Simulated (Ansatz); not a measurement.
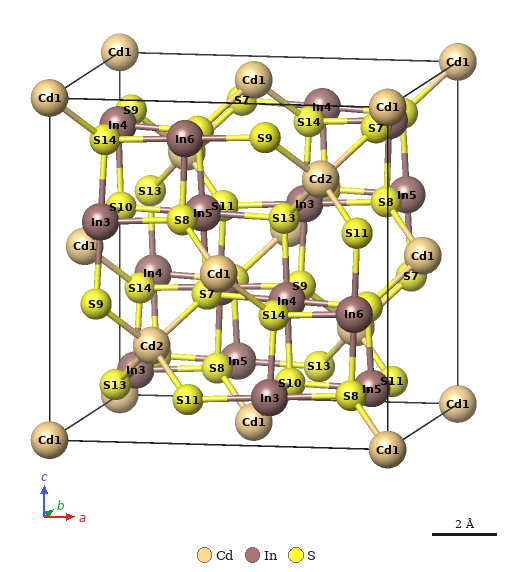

This is the input geometry for a relaxation of a crystal of CdIn₂S₄ (set up in Fd-3m). A ball-and-stick model of the conventional cell (4 times the calculation's cell), seen slightly off an axis. Lengths and directions refer to the drawn axes.

The start is a measured structure.

Level of theory: DFT, PAW plane waves, PBE in Ansatz.

Input
```yaml
crystal:
  lattice:
    - [0.0, 5.44763, 5.44763]
    - [5.44763, 0.0, 5.44763]
    - [5.44763, 5.44763, 0.0]
  atoms:
    - { symbol: Cd, position: [0.0, 0.0, 0.0] }
    - { symbol: Cd, position: [0.25, 0.25, 0.25] }
    - { symbol: In, position: [0.625, 0.625, 0.625] }
    - { symbol: In, position: [0.125, 0.625, 0.625] }
    - { symbol: In, position: [0.625, 0.625, 0.125] }
    - { symbol: In, position: [0.625, 0.125, 0.625] }
    - { symbol: S, position: [0.386, 0.386, 0.386] }
    - { symbol: S, position: [0.408, 0.864, 0.864] }
    - { symbol: S, position: [0.386, 0.386, 0.842] }
    - { symbol: S, position: [0.864, 0.408, 0.864] }
    - { symbol: S, position: [0.842, 0.386, 0.386] }
    - { symbol: S, position: [0.864, 0.864, 0.864] }
    - { symbol: S, position: [0.386, 0.842, 0.386] }
    - { symbol: S, position: [0.864, 0.864, 0.408] }
  symmetry: { tolerance: 0.0003 }
kpoints:
  mp_grid: { grid: [4, 4, 4], shift: [0, 0, 0] }
magnetization:
  spin_polarized: false
scf:
  occupations: { method: fermi_dirac }
  lower_state_search: "off"
hamiltonian:
  pseudopotentials: { kind: paw }
  xc: pbe
basis:
  ecutwfc: 420
  fft_grid_basis: typed
relax:
  max_steps: 60
  cell: { p_target: 0.0 }
output:
  forces: true
  stress: true
  eigenvalues: true
  bader: true
  populations: true
  elf: true
  write_potential: true
  volumetric_format: npy
  dos:
    e_range: [-12, 8]
    de: 0.05
    projected: { site_lists: { Cd: [Cd], In: [In], S: [S] } }
  write_density: true
checkpoint:
  read: saved_state
```

Run as
```bash
ansatz run input.yaml --threads 2 --pin off --max-ram 3584MiB --backend cpu --events-out ev --progress --plain --runs-dir out
```

**Predict the outcome.**

The largest moves relative to the cell, 0.026 Å, are those of 8 atoms (S7, S8, S9, S10 and others). S13 goes along [1 −1 1]. Cd and In stay in place. The drawn cell changes as follows: a = b = c 10.895 → 11.017 Å (+1.1 %); the volume changes by +3.4 %. Among the contacts that change: In3–S10 2.609 → 2.652 Å. The space group stays Fd-3m (No. 227). The energy falls by 10.0 meV per atom in 3 accepted moves (4 points after the start). The largest force component goes from 0.28 to 0.00069 eV/Å. The pressure goes from 2.81 to 0.00 GPa. At 1 point the geometry stayed and the basis and grid were re-selected for the new cell (energy shift of 0.2 meV per atom at most each time). The run took 89 s on 2 threads of Arm Neoverse V2, with other jobs on the host, peak memory 0.79 GiB.

The end point in the same view:

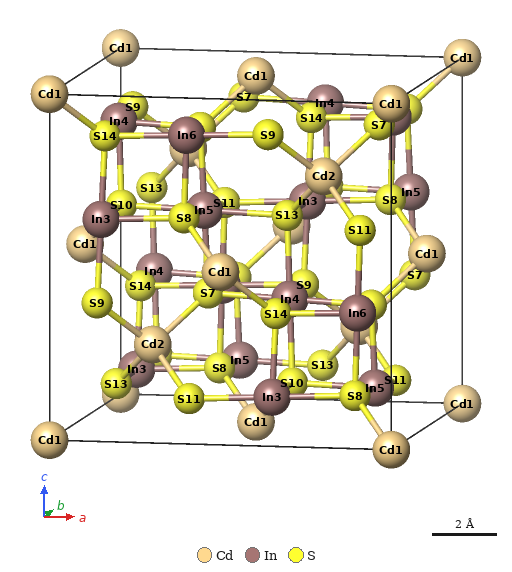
